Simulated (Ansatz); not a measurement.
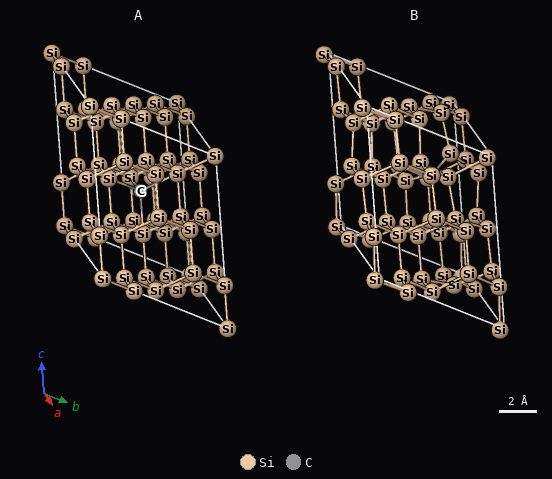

Two geometries of a defect cell of composition Si$_{32}$C, drawn at one scale. One is the start of a relaxation, the other its converged end. Style: ball-and-stick. Shown: the cell of the calculation (origin shifted), slightly off an axis.

The calculation used DFT PBE, scalar-relativistic, plane waves, PAW (Ansatz). Set-up: plane-wave cutoff 420 eV; k-point mesh 2 × 2 × 2; occupations gaussian; smearing width 0.02 eV; mesh shifted by (0.5, 0.5, 0.5); no spin polarisation; atoms relaxed in a fixed cell; force threshold 0.02 eV/Å; at most 60 steps.

Question: Which one is relaxed?

Answer: Structure B is the relaxed one. Case: C interstitial, charge +0, atoms relaxed. The largest move is that of the C atom, 1.56 Å along [0 1 1]. By element the largest moves are C 1.56 Å, Si 0.61 Å. The cell stays as it was. Among the contacts that change: C–Si 2.407 → 3.697 Å, C–Si 2.373 → 3.640 Å, C–Si 2.699 → 1.754 Å, C–Si 2.352 → 1.824 Å. New bonds form, among them: C–Si (2.70 → 1.75 Å). Among the angles between lasting bonds that change: Si–Si–C 179.2° → 123.4°, Si–C–Si 110.9° → 145.6°, Si–Si–C 71.3° → 105.6°. Over 15 geometry steps the energy falls by 2.735 eV per cell of the calculation. Largest force component: 0.52 eV/Å at the start, 0.0032 eV/Å at the end. Cost: 3.2 min on 4 threads of Arm Neoverse V1 (shared host), peak memory 1.4 GiB.
